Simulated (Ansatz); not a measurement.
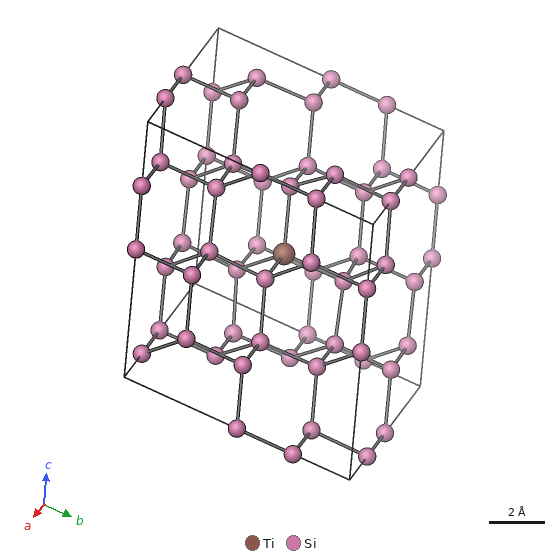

The crystal in a ball-and-stick representation, seen from a general direction. The supercell is drawn as a box. The host is Si, in a cell of 32 sites, and the cell is neutral.

> How does this supercell depart from the perfect host?

Titanium on a silicon site (a substitutional impurity). It is bonded to four Si in a tetrahedral arrangement at about 2.5 Å.

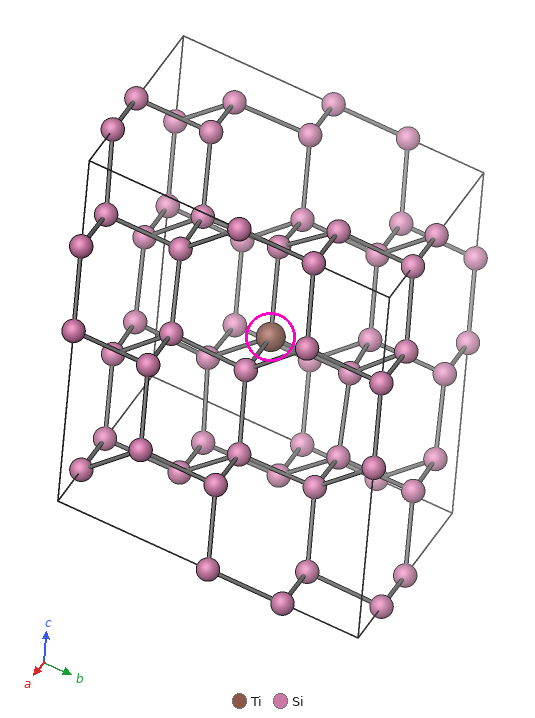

The same cell with a ring at the defect's site.

The atoms were relaxed in the host's cell with Ansatz, DFT PBE, scalar-relativistic, plane waves, PAW.
